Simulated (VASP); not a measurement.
# From one sheet to two: 2H-MoS2 monolayer, part 9 of 9

Aim: relax 2H-MoS2 monolayer, place its levels against the vacuum, then find how two sheets stack and bind.

VASP 6.6.1, plane waves and PAW; the level of theory is named at each step.

So far. Step 12 (A rigid stacking): Energy at zero smearing: -88.96497 eV. Step 13 (Relaxing the bilayer): The run ended after 18 ionic steps, 0.000 eV below its first step, once the forces on the free atoms met EDIFFG = -0.004.

## (14) Levels and bands of the bilayer

Level of this step: r2SCAN with rVV10, no spin polarisation; plane waves and PAW (Mo, S) (VASP).

The same static run as for one sheet shows what the neighbour does to the levels.

File INCAR:

```
SYSTEM = MoS2
PREC = Normal
ENCUT = 350
EDIFF = 1E-06
NELM = 120
ISMEAR = 0
SIGMA = 0.03
LREAL = .FALSE.
ALGO = Normal
METAGGA = R2SCAN
LUSE_VDW = .TRUE.
IVDW_NL = 2
BPARAM = 11.95
CPARAM = 0.0093
LASPH = .TRUE.
NBANDS = 24
LORBIT = 11
LWAVE = .FALSE.
LCHARG = .FALSE.
KPAR = 4
IDIPOL = 3
LDIPOL = .TRUE.
DIPOL = 0.5 0.5 0.5
LVHAR = .TRUE.
LVACPOTAV = .TRUE.
NEDOS = 1500
```

File POSCAR:

```
MoS2
1.0
    3.1738069310      0.0000000000      0.0000000000
   -1.5869034655      2.7485974289      0.0000000000
    0.0000000000      0.0000000000     26.3345862128
Mo S
2 4
Direct
    0.3333333300      0.6666666700      0.3813910067
    0.6666666700      0.3333333300      0.6186089933
    0.6666666700      0.3333333300      0.3221852069
    0.6666666700      0.3333333300      0.4406273109
    0.3333333300      0.6666666700      0.5593726891
    0.3333333300      0.6666666700      0.6778147931
```

File KPOINTS:

```
Automatic mesh
0
Gamma
12 12 1
0 0 0
```

File KPOINTS_OPT:

```
Line mode
14
Line-mode
Reciprocal
  0.00000000   0.00000000   0.00000000 GAMMA
  0.50000000   0.00000000   0.00000000 M

  0.50000000   0.00000000   0.00000000 M
  0.33333333   0.33333333   0.00000000 K

  0.33333333   0.33333333   0.00000000 K
  0.00000000   0.00000000   0.00000000 GAMMA
```

The projector-augmented-wave data sets are Mo and S (PBE family, release 64).

On the command line:

```bash
mpirun -np 4 vasp_std
```

What it wrote:

```text
[... set-up lines as in an earlier step ...]
 entering main loop
       N       E                     dE             d eps       ncg     rms          rms(c)
Total rVV10 correction in eV:      0.9318115    48.4722239
Total rVV10 correction in eV:      0.9318115    48.4722239
Total rVV10 correction in eV:      0.9318115    48.4722239
Total rVV10 correction in eV:      0.9318115    48.4722239
DAV:   1     0.170812490892E+03    0.17081E+03   -0.11729E+04   912   0.888E+02
DAV:   2    -0.755099819694E+02   -0.24632E+03   -0.24067E+03  1376   0.220E+02
DAV:   3    -0.973816628757E+02   -0.21872E+02   -0.21691E+02  1192   0.748E+01
DAV:   4    -0.979402606582E+02   -0.55860E+00   -0.55714E+00  1312   0.134E+01
DAV:   5    -0.979545812819E+02   -0.14321E-01   -0.14317E-01  1168   0.208E+00    0.371E+01
Total rVV10 correction in eV:      0.9329670    48.4727253
Total rVV10 correction in eV:      0.9329670    48.4727253
Total rVV10 correction in eV:      0.9329670    48.4727253
Total rVV10 correction in eV:      0.9329670    48.4727253
DAV:   6    -0.897751756178E+02    0.81794E+01   -0.22805E+01  1184   0.251E+01    0.160E+01
Total rVV10 correction in eV:      0.9254060    48.4744689
Total rVV10 correction in eV:      0.9254060    48.4744689
Total rVV10 correction in eV:      0.9254060    48.4744689
Total rVV10 correction in eV:      0.9254060    48.4744689
DAV:   7    -0.893195128779E+02    0.45566E+00   -0.93539E+00  1144   0.195E+01    0.107E+01
Total rVV10 correction in eV:      0.9303246    48.4735244
Total rVV10 correction in eV:      0.9303246    48.4735244
Total rVV10 correction in eV:      0.9303246    48.4735244
Total rVV10 correction in eV:      0.9303246    48.4735244
DAV:   8    -0.889608352145E+02    0.35868E+00   -0.11891E+00  1224   0.686E+00    0.189E+00
Total rVV10 correction in eV:      0.9341595    48.4734207
Total rVV10 correction in eV:      0.9341595    48.4734207
Total rVV10 correction in eV:      0.9341595    48.4734207
Total rVV10 correction in eV:      0.9341595    48.4734207
DAV:   9    -0.889797562969E+02   -0.18921E-01   -0.12496E-01  1360   0.202E+00    0.412E-01
Total rVV10 correction in eV:      0.9363966    48.4733433
Total rVV10 correction in eV:      0.9363966    48.4733433
Total rVV10 correction in eV:      0.9363966    48.4733433
Total rVV10 correction in eV:      0.9363966    48.4733433
DAV:  10    -0.889786979213E+02    0.10584E-02   -0.14030E-02  1248   0.717E-01    0.360E-01
Total rVV10 correction in eV:      0.9387079    48.4731597
Total rVV10 correction in eV:      0.9387079    48.4731597
Total rVV10 correction in eV:      0.9387079    48.4731597
Total rVV10 correction in eV:      0.9387079    48.4731597
DAV:  11    -0.889791772083E+02   -0.47929E-03   -0.22904E-03  1320   0.331E-01    0.113E-01
Total rVV10 correction in eV:      0.9395897    48.4730267
Total rVV10 correction in eV:      0.9395897    48.4730267
Total rVV10 correction in eV:      0.9395897    48.4730267
Total rVV10 correction in eV:      0.9395897    48.4730267
DAV:  12    -0.889795190420E+02   -0.34183E-03   -0.48152E-04  1128   0.135E-01    0.909E-02
Total rVV10 correction in eV:      0.9403706    48.4728186
Total rVV10 correction in eV:      0.9403706    48.4728186
Total rVV10 correction in eV:      0.9403706    48.4728186
Total rVV10 correction in eV:      0.9403706    48.4728186
DAV:  13    -0.889798958956E+02   -0.37685E-03   -0.19594E-04  1128   0.815E-02    0.456E-02
Total rVV10 correction in eV:      0.9410413    48.4726141
Total rVV10 correction in eV:      0.9410413    48.4726141
Total rVV10 correction in eV:      0.9410413    48.4726141
Total rVV10 correction in eV:      0.9410413    48.4726141
DAV:  14    -0.889802264064E+02   -0.33051E-03   -0.86965E-05  1088   0.518E-02    0.216E-02
Total rVV10 correction in eV:      0.9414638    48.4724564
Total rVV10 correction in eV:      0.9414638    48.4724564
Total rVV10 correction in eV:      0.9414638    48.4724564
Total rVV10 correction in eV:      0.9414638    48.4724564
DAV:  15    -0.889804915969E+02   -0.26519E-03   -0.36961E-05  1120   0.326E-02    0.189E-02
Total rVV10 correction in eV:      0.9418533    48.4722361
Total rVV10 correction in eV:      0.9418533    48.4722361
Total rVV10 correction in eV:      0.9418533    48.4722361
Total rVV10 correction in eV:      0.9418533    48.4722361
DAV:  16    -0.889809291091E+02   -0.43751E-03   -0.97017E-05  1080   0.423E-02    0.156E-02
Total rVV10 correction in eV:      0.9418788    48.4722153
Total rVV10 correction in eV:      0.9418788    48.4722153
Total rVV10 correction in eV:      0.9418788    48.4722153
Total rVV10 correction in eV:      0.9418788    48.4722153
DAV:  17    -0.889809944253E+02   -0.65316E-04   -0.77984E-06  1080   0.159E-02    0.374E-03
Total rVV10 correction in eV:      0.9418706    48.4722071
Total rVV10 correction in eV:      0.9418706    48.4722071
Total rVV10 correction in eV:      0.9418706    48.4722071
Total rVV10 correction in eV:      0.9418706    48.4722071
DAV:  18    -0.889810889303E+02   -0.94505E-04   -0.18490E-05  1032   0.179E-02    0.240E-03
Total rVV10 correction in eV:      0.9418248    48.4722121
Total rVV10 correction in eV:      0.9418248    48.4722121
Total rVV10 correction in eV:      0.9418248    48.4722121
Total rVV10 correction in eV:      0.9418248    48.4722121
DAV:  19    -0.889811064043E+02   -0.17474E-04   -0.59157E-06   952   0.116E-02    0.230E-03
Total rVV10 correction in eV:      0.9418207    48.4722201
Total rVV10 correction in eV:      0.9418207    48.4722201
Total rVV10 correction in eV:      0.9418207    48.4722201
Total rVV10 correction in eV:      0.9418207    48.4722201
DAV:  20    -0.889811143131E+02   -0.79087E-05   -0.89871E-07   808   0.759E-03    0.944E-04
Total rVV10 correction in eV:      0.9418056    48.4722377
Total rVV10 correction in eV:      0.9418056    48.4722377
Total rVV10 correction in eV:      0.9418056    48.4722377
Total rVV10 correction in eV:      0.9418056    48.4722377
DAV:  21    -0.889811222868E+02   -0.79737E-05   -0.14241E-06   864   0.719E-03    0.944E-04
Total rVV10 correction in eV:      0.9418031    48.4722315
Total rVV10 correction in eV:      0.9418031    48.4722315
Total rVV10 correction in eV:      0.9418031    48.4722315
Total rVV10 correction in eV:      0.9418031    48.4722315
DAV:  22    -0.889811284371E+02   -0.61504E-05   -0.47979E-07   760   0.507E-03    0.455E-04
Total rVV10 correction in eV:      0.9418035    48.4722253
Total rVV10 correction in eV:      0.9418035    48.4722253
Total rVV10 correction in eV:      0.9418035    48.4722253
Total rVV10 correction in eV:      0.9418035    48.4722253
DAV:  23    -0.889811317791E+02   -0.33419E-05   -0.33089E-07   656   0.636E-03    0.375E-04
Total rVV10 correction in eV:      0.9418032    48.4722236
Total rVV10 correction in eV:      0.9418032    48.4722236
Total rVV10 correction in eV:      0.9418032    48.4722236
Total rVV10 correction in eV:      0.9418032    48.4722236
DAV:  24    -0.889811284433E+02    0.33358E-05   -0.48952E-07   640   0.825E-03    0.267E-04
Total rVV10 correction in eV:      0.9418032    48.4722228
Total rVV10 correction in eV:      0.9418032    48.4722228
Total rVV10 correction in eV:      0.9418032    48.4722228
Total rVV10 correction in eV:      0.9418032    48.4722228
DAV:  25    -0.889811290039E+02   -0.56060E-06   -0.63378E-08   600   0.242E-03
 [... a notice as in an earlier step ...]

Total rVV10 correction in eV:      0.9418032    48.4722215
Total rVV10 correction in eV:      0.9418032    48.4722215
Total rVV10 correction in eV:      0.9418032    48.4722215
Total rVV10 correction in eV:      0.9418032    48.4722215
Total rVV10 correction in eV:      0.9418032    48.4722217
Total rVV10 correction in eV:      0.9418032    48.4722217
Total rVV10 correction in eV:      0.9418032    48.4722217
Total rVV10 correction in eV:      0.9418032    48.4722217
   1 F= -.88981129E+02 E0= -.88981129E+02  d E =-.859069E-11
 Start KPOINTS_OPT (optional k-point list driver)
k-point batch [1-19\42]
       N       E                     dE             ncg
DAV:   1     0.769243426501E+03   -0.11605E+05      912
DAV:   2    -0.379295815644E+04   -0.45622E+04     1312
DAV:   3    -0.421582725202E+04   -0.42287E+03     1208
DAV:   4    -0.422869065886E+04   -0.12863E+02     1288
DAV:   5    -0.422897021730E+04   -0.27956E+00     1224
DAV:   6    -0.422898052878E+04   -0.10311E-01     1352
DAV:   7    -0.422898088777E+04   -0.35898E-03     1296
DAV:   8    -0.422898089522E+04   -0.74495E-05     1048
DAV:   9    -0.422898089547E+04   -0.25189E-06      840
[...]
k-point batch [39-42\42]
       N       E                     dE             ncg
DAV:   1     0.142676521595E+05   -0.49798E+02      192
DAV:   2     0.133675342246E+05   -0.90012E+03      256
DAV:   3     0.132658104249E+05   -0.10172E+03      272
DAV:   4     0.132617091266E+05   -0.41013E+01      288
DAV:   5     0.132615971182E+05   -0.11201E+00      264
DAV:   6     0.132615935323E+05   -0.35860E-02      296
DAV:   7     0.132615934301E+05   -0.10217E-03      280
DAV:   8     0.132615934279E+05   -0.22374E-05      240
DAV:   9     0.132615934278E+05   -0.77715E-07      176
```

Run time: 2.8 min. Hardware: 4 MPI ranks of AMD EPYC 7R43, shared host; peak memory 1.2 GiB.

OUTCAR, selected parts (step 14):

```text
   NELECT =      36.0000    total number of electrons

 E-fermi :  -0.4080

 k-point     1 :       0.0000    0.0000    0.0000
  band No.  band energies     occupation
    ...
     14      -2.5466      2.00000
     15      -2.5466      2.00000
     16      -2.3369      2.00000
     17      -1.1525      2.00000
     18      -0.5296      2.00000
     19       2.0085      0.00000
     20       2.0086      0.00000
     21       2.0251      0.00000
     22       2.0252      0.00000
     23       2.2123      0.00000
    ...

  Total       -0.0327137     -0.0327137     -0.1378592     -0.0000000      0.0000000      0.0000000
  in kB       -0.2281510     -0.2281510     -0.9614532     -0.0000000      0.0000000      0.0000000
  external PRESSURE =      -0.4725851 kB  Pullay stress =       0.0000000 kB

 POSITION                                       TOTAL-FORCE (eV/Angst)
 -----------------------------------------------------------------------------------
     -0.00000      1.83240     10.04377        -0.000000     -0.000000     -0.000858
      1.58690      0.91620     16.29081         0.000000      0.000000      0.000858
      1.58690      0.91620      8.48461        -0.000000      0.000000      0.001725
      1.58690      0.91620     11.60374         0.000000     -0.000000     -0.000644
     -0.00000      1.83240     14.73085        -0.000000      0.000000      0.000644
     -0.00000      1.83240     17.84997         0.000000     -0.000000     -0.001725
 -----------------------------------------------------------------------------------
    total drift:                               -0.000000      0.000000      0.000000

  FREE ENERGIE OF THE ION-ELECTRON SYSTEM (eV)
  ---------------------------------------------------
  free  energy   TOTEN  =       -88.9811290039 eV

  energy  without entropy=      -88.9811290039  energy(sigma->0) =      -88.98112900

 vacuum level on the upper side and lower side of the slab         5.208         5.208

[... 9 parts as in an earlier step ...]

[... 9 further parts left out ...]
```

This step gave:

```yaml
electronic_cycles: 25
fermi_energy: -0.408 eV
least_gap_on_mesh_and_path: 1.358 eV
least_direct_gap_on_mesh_and_path: 1.778 eV
vacuum_levels: 5.208, 5.208 eV
ionisation_potentials_of_the_upper_and_lower_face: 5.738, 5.738 eV
electron_affinities_of_the_upper_and_lower_face: 4.379, 4.379 eV
```

The electronic bands at the labelled points (eV, zero at the valence-band top; v1 is the highest filled band, c1 the lowest empty one):

```tsv
point	v4	v3	v2	v1	c1	c2	c3	c4
Γ	-2.02	-1.81	-0.62	0.00	2.54	2.54	2.56	2.56
M	-1.52	-1.44	-1.14	-1.09	1.92	1.95	2.41	2.53
K	-2.70	-2.70	-0.49	-0.42	1.36	1.36	2.55	3.03
Γ	-2.02	-1.81	-0.62	0.00	2.54	2.54	2.56	2.56
```

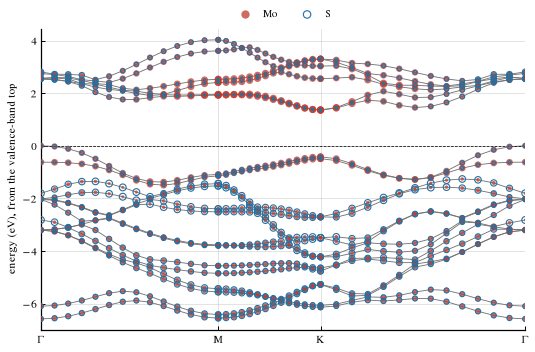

Electronic bands along the path; dots are coloured as in the legend, and their area grows with the weight.

The planar average of the electrostatic potential oscillates, so the rows of the table below give means over windows of 2 Å about each position, cut where the curve ends. Its maxima inside the range that stand out by 2 % of the span (Å: eV): 9.3: -5.37, 10.8: -5.40, 13.2: 4.96, 15.6: -5.40, 17.0: -5.37. Its minima: 8.5: -14.5, 10.0: -8.83, 11.6: -14.5, 14.7: -14.5, 16.3: -8.83, 17.9: -14.5.

Zero at the Fermi level. The planar average of the electrostatic potential by height; means over each step:

```tsv
height (Å)	planar average of the electrostatic potential (eV)
0	5.62
2	5.62
4	5.62
6	5.54
8	-4.83
10	-7.08
12	-5.40
14	-2.94
16	-7.65
18	-6.70
20	5.40
22	5.62
24	5.62
26	5.62
```

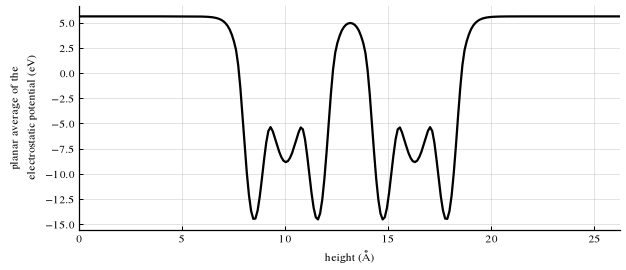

Planar average of the electrostatic potential against height.

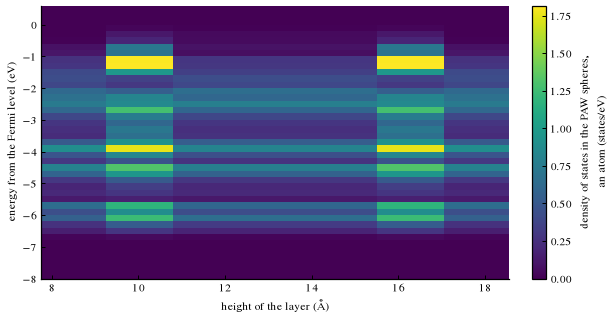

Density of states in the PAW spheres, an atom over height of the layer and energy from the Fermi level.

The map of layer states is cut here 0.5 eV above the Fermi level, so it leaves out the states above that.

The vacuum level lies 5.74 eV above the highest filled level at the upper face; both faces agree, as the slab has next to no dipole.

The program found no field-free point at its default tolerance, but its printed level agrees with the flat part of the planar average.

## (15) Derived quantities

This step: monolayer and bilayer, r2SCAN + rVV10; plane waves and PAW (VASP 6.6.1).

This step runs nothing: it gathers the runs above.

This step gave:

- polarisability per area of the slab or monolayer: 0.4024 Å
- gap with spin orbit: 1.726 eV
- binding energy: -21.91 meV/Å²
- interlayer gap: 3.127 Å
- bilayer gap: 1.358 eV
- bilayer level below vacuum: 5.738 eV
- lattice a: 3.174 Å
- lattice b: 3.174 Å
- thickness: 3.117 Å
- monolayer gap: 1.801 eV
- ionisation potential at the upper face: 6.177 eV

VASP counts both for electrons: a positive EFIELD is a field along -c, and a positive dipole, in electrons times A, points along -c. Field, by row:

```tsv
EFIELD (eV/Å)	dipole along z of the monolayer (e Å)	energy change of the monolayer (eV)
-0.1	-0.02438	-0.001221
0	0	0
0.1	0.02438	-0.001221
```

Rigid sheets, 3.1 Å apart. Stackings, by row:

```tsv
stacking	energy above the lowest (meV/Å²)
turned by 180 degrees, shift 0.00 0.00	0
same orientation, shift 0.33 0.67	0.2207
turned by 180 degrees, shift 0.67 0.33	1.828
turned by 180 degrees, shift 0.33 0.67	19.43
same orientation, shift 0.00 0.00	21.13
```

The polarisability is the slope of the dipole against the field, as a volume for each unit of area.

## (16) Results

```json
{"lattice a": "3.17 Å", "monolayer gap": "1.80 eV", "gap with spin orbit": "1.73 eV", "binding energy": "-21.9 meV/Å²", "interlayer gap": "3.13 Å", "bilayer gap": "1.36 eV", "polarisability per area of the slab or monolayer": "0.402 Å"}
```

In words: The monolayer relaxes to a = 3.174 Å and has a gap of 1.80 eV (1.73 eV with spin-orbit coupling). The ionisation potential is 6.18 eV at both faces. Of 5 rigid stackings the lowest has the upper sheet turned by 180 degrees and shifted by (0.00, 0.00) in cell vectors, and the highest lies 21.1 meV/Å² above it. Relaxed, the sheets lie 3.13 Å apart and bind by 21.9 meV/Å². The next stacking lies close, and only the lowest was relaxed, so the order could change. The second sheet narrows the gap, to 1.36 eV. All runs are without spin polarisation. The bilayer keeps the monolayer's lattice, and only high-symmetry stackings were tried. Semilocal gaps are too small. Levels against the vacuum, binding and the bilayer's gap are without spin-orbit coupling.

[Lines on the potential files, build, host, timing and source positions are cut from VASP's logs without a mark.]

[Logs are printed without paths, hosts, clocks, repeated set-up lines and the standing remarks that a program may print on its own settings, such as how far it seeks lower states.]

[Hosts, paths, dates, database ids (printed as entryN), source tags and the programs' standing remarks are cut or masked in the printed files.]

[Runs that stopped without an error message from VASP are left out.]
